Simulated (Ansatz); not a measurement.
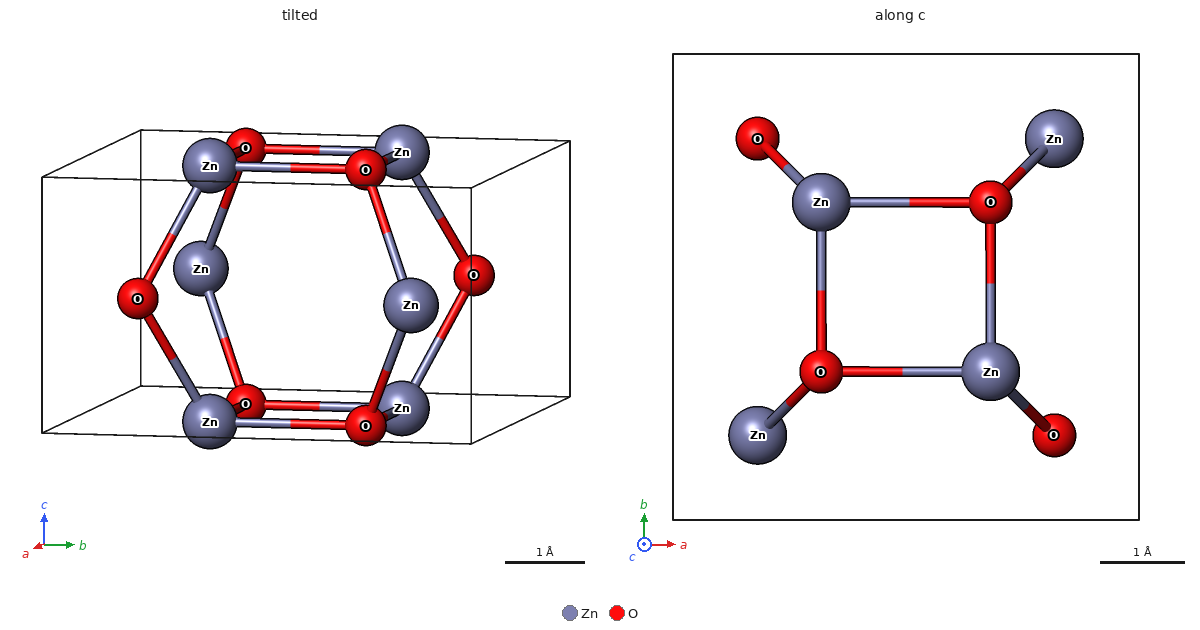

Drawn in the ball-and-stick manner and seen slightly off an axis and along the c axis. One conventional unit cell is framed, with atoms on its boundary repeated.

- It has the composition ZnO.
- The structure has P4_2/mnm (No. 136) symmetry and a primitive tetragonal lattice.
- One cell contains 4 Zn, 4 O, 8 atoms in all.
- Each Zn has four O in a distorted tetrahedral arrangement at about 2.0 Å. O is linked to four Zn in a distorted tetrahedral arrangement at about 2.0 Å.
- The bonds build a three-dimensional framework.

The model was built from a structure listed in the Materials Project. This is the structure after a relaxation with DFT PBE, scalar-relativistic, plane waves, PAW in Ansatz.
